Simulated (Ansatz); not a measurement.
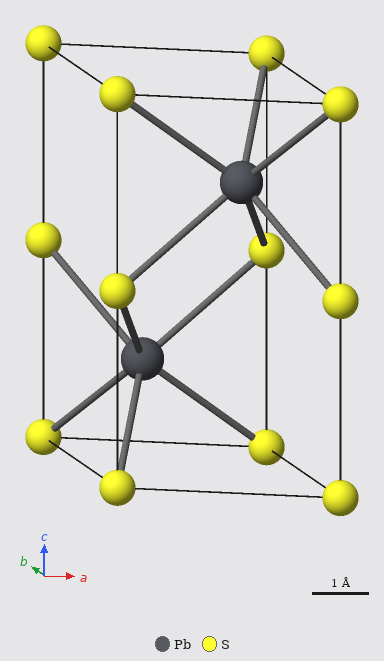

Lattice vibrations of a crystal of PbS (a generated structure), space group P6₃/mmc (No. 194), at the zone centre. Style: ball-and-stick. Shown: the cell of the calculation, slightly off an axis.

Level of theory: DFT PBE, scalar-relativistic, plane waves, PAW (Ansatz). Settings: plane-wave cutoff 420 eV; k-point mesh 12 × 12 × 6; occupations fixed; no spin polarisation.

Frequencies are those without the non-analytic (LO–TO) term.

Question: Give the spectrum at this point.

Answer: The calculation's cell holds 4 atoms, so there are 9 optical modes, in 6 levels. The optical modes span A₂u + E₂g + E₁u + B₁g + E₂u + B₂u. One level is unstable (imaginary frequency).

| level | symmetry | frequency (cm⁻¹) | activity |
| --- | --- | --- | --- |
| 1 | A₂u | 69i | infrared-active |
| 2 | E₂g | 53 | Raman-active |
| 3 | E₁u | 107 | infrared-active |
| 4 | B₁g | 107 | silent |
| 5 | E₂u | 127 | silent |
| 6 | B₂u | 240 | silent |

The modes drawn as arrows (one member of each degenerate set):

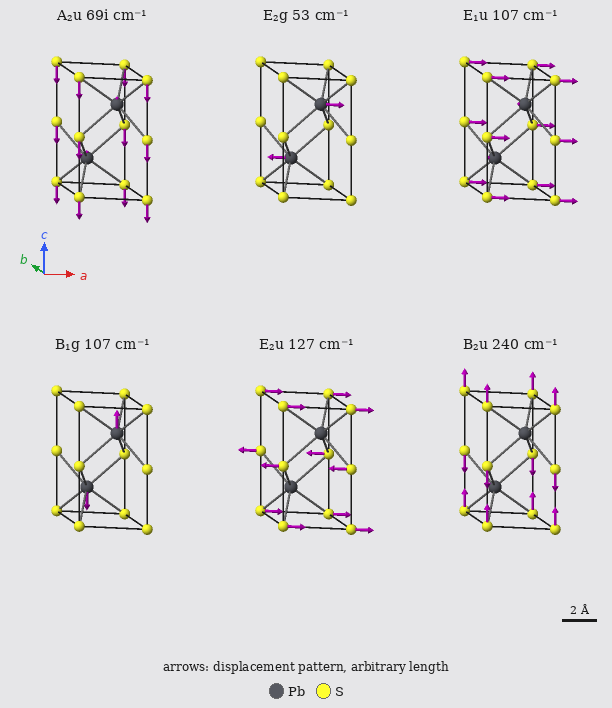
